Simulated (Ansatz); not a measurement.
Given this structure, coordinates from a relaxation with DFT, revPBE, plane waves (420 eV) with PAW, scalar-relativistic in Ansatz; the starting structure was generated, so it need not be a known form of this composition, written in its standard cell:

```
Pt
1.0
     5.81509    0.00000    0.00000
     0.00000    5.81509    0.00000
     0.00000    0.00000    5.81509
Pt
8
Cartesian
  4.3613 4.3613 4.3613
  0.0000 2.9075 0.0000
  4.3613 1.4538 1.4538
  0.0000 0.0000 2.9075
  1.4538 4.3613 1.4538
  2.9075 2.9075 2.9075
  1.4538 1.4538 4.3613
  2.9075 0.0000 0.0000
```

> What does the kinematic electron diffraction pattern along [110] look like at 100 kV (B = 0.5 Å²)?

The spots form a centred rectangular net with both shortest vectors at d = 3.36 Å, 70.5° apart. They are -1 1 -1 and -1 1 1. The pattern has symmetry 2mm. The lattice centring (F) removes all reflections that break h + k = 2n, h + l = 2n; a screw axis and a glide plane both extinguish reflections such as 0 0 2; reflections such as 2 -2 -2, 2 -2 2, 4 -4 -2 are allowed by the space group but vanish because the atoms sit on special positions.

Strongest reflections with d > 1.03 Å, one of each family (|F|² from tabulated Gaussian fits of the electron scattering factors, times a small damping for the curvature of the Ewald sphere):

```csv
hkl,d (Å),I (strongest = 100)
2 -2 0,2.056,100
1 -1 1,3.357,92
0 0 4,1.454,52
1 -1 3,1.753,38
2 -2 4,1.187,32
3 -3 1,1.334,21
```

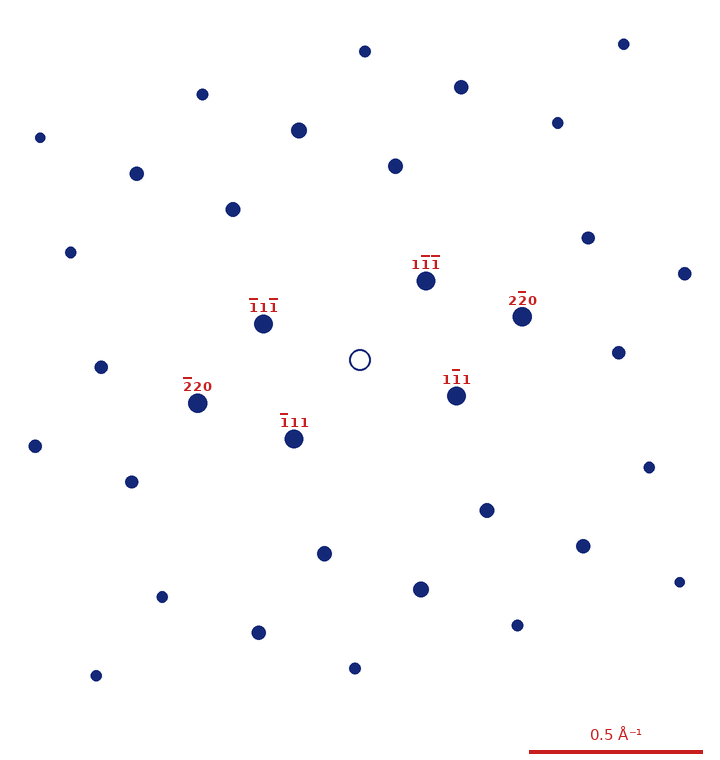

Calculated pattern, seen from the source side with [110] pointing towards the source.
